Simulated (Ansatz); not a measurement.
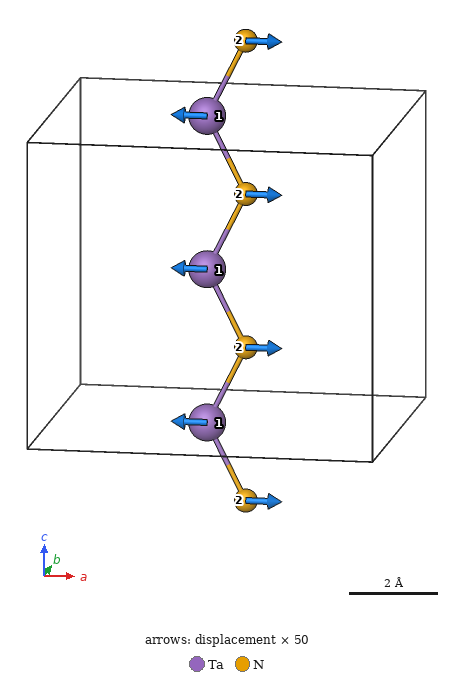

This is a relaxation of a wire of composition TaN. The starting structure is drawn; blue arrows show the displacements (the part carried along by the change of the cell is left out), magnified 50 times.

The picture is a ball-and-stick view of the 2 repeat of the cell, with the vacuum cut short, seen slightly off an axis.

Case: zigzag chain of atoms.

All numbers below come from DFT PBE, scalar-relativistic, plane waves, PAW (Ansatz 0.2.0).

Input
```yaml
crystal:
  lattice:
    - [9.9, 0.0, 0.0]
    - [0.0, 9.3, 0.0]
    - [0.0, 0.0, 3.5779883344]
  atoms:
    - { symbol: Ta, position: [0.4548233796, 0.5, 0.0], spin: 1.5 }
    - { symbol: "N", position: [0.5451766204, 0.5, 0.5], spin: 0.5 }
basis:
  ecutwfc: 420
kpoints:
  mp_grid: { grid: [1, 1, 18] }
hamiltonian:
  xc: pbe
scf:
  occupations: { method: gaussian, width: 0.05 }
output:
  forces: true
  stress: true
  eigenvalues: true
  populations: true
  write_density: true
  write_potential: true
  elf: true
  volumetric_format: npy
magnetization:
  spin_polarized: true
relax:
  adjacent_minimum: "off"
  f_tol: 0.01
  max_steps: 45
  cell: { fix: [a, b, alpha, beta, gamma], stress_tol: 0.03 }
```

Command:
```bash
ansatz run input.yaml --threads 2 --pin off --max-ram 5120MiB --backend cpu --events-out ev --progress --plain --runs-dir out
```

Question: What happened in the run?

Answer: Over 8 accepted moves (10 points after the start) the energy falls by 0.449 eV per cell of the calculation. The largest force component goes from 2.6 to under 0.0001 eV/Å. The SCF was repeated twice at an unchanged geometry on a basis and grid sized afresh for the cell, which shifted the energy by 2.7 meV per cell of the calculation at most. The largest moves relative to the layer's centre, 0.017 Å, are those of Ta1 and N2. By element the largest moves are Ta 0.017 Å, N 0.017 Å. Along the periodic axis the drawn cell goes c 7.156 → 6.512 Å (−9.0 %). Among the contacts that change: Ta1–Ta1 3.578 → 3.256 Å, Ta1–N2 2.000 → 1.874 Å. Among the angles between lasting bonds that change: N2–Ta1–N2 126.9° → 120.6°, Ta1–N2–Ta1 126.9° → 120.6°. The program noted that the starting moments weren't kept.

Limits of the set-up: the k-point mesh is coarse for a cell with partly filled bands.
